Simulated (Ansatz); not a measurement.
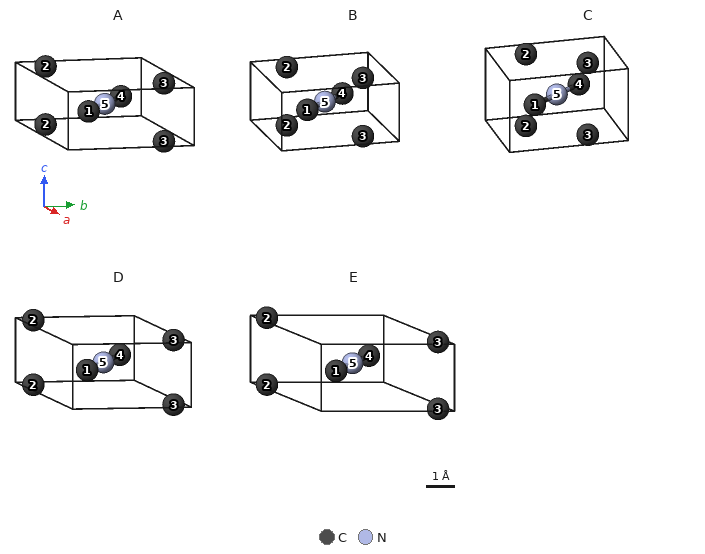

5 geometries from one relaxation of a crystal of C4N (a generated structure, set up in Cmmm) (coarse preliminary run), in shuffled order. The picture is a ball-and-stick view of the cell of the calculation, seen slightly off an axis.

The calculation used Ansatz, DFT PBE, scalar-relativistic, plane waves, PAW. Settings: plane-wave cutoff 420 eV; k-point mesh 4 × 4 × 6; occupations gaussian; smearing width 0.1 eV; no spin polarisation; cell and atoms relaxed; force threshold 0.04 eV/Å; at most 70 steps.

> Put them in the order of the run, from the start to the converged end.

C, B, A, D, E. They are steps 0, 5, 10, 15, 36, at +10.753 eV per cell of the calculation, +8.603 eV per cell of the calculation, +6.219 eV per cell of the calculation, +0.319 eV per cell of the calculation relative to the last. After 29 accepted moves (36 points after the start) the energy has fallen by 10.753 eV per cell of the calculation. Largest force component: 2.3 eV/Å at the start, 0.0061 eV/Å at the end. The pressure goes from −20.27 to 0.04 GPa. The line search rejected the trial steps at points 14, 28 of the run. The SCF was repeated 5 times at an unchanged geometry on a basis and grid sized afresh for the cell, which shifted the energy by 77.6 meV per cell of the calculation at most. The largest moves relative to the cell, 1.75 Å, are those of C2 and C3. C2 goes along [−1 −1 0]. N stays in place. The volume changes by −12.4 %, with a = b 4.715 → 4.930 Å (+4.5 %), c 2.752 → 2.562 Å (−6.9 %), γ 100.4° → 57.8°. Near-neighbour distances that change, for instance: C2–C3 3.425 → 1.395 Å, C2–N5 1.898 → 3.837 Å, C1–C2 2.928 → 1.846 Å, C1–N5 1.686 → 1.252 Å. New bonds form: C1–C2 (2.93 → 1.85 Å), C1–C3 (2.93 → 1.85 Å), C2–C3 (3.43 → 1.40 Å), C2–C4 (2.93 → 1.85 Å). The space group stays Cmmm (No. 65). The run took 45 s on 1 thread of Intel(R) Xeon(R) Platinum 8488C (Sapphire Rapids), with other jobs on the host, peak memory 0.39 GiB.

Limits of the set-up: the k-point mesh is coarse for a cell with partly filled bands.
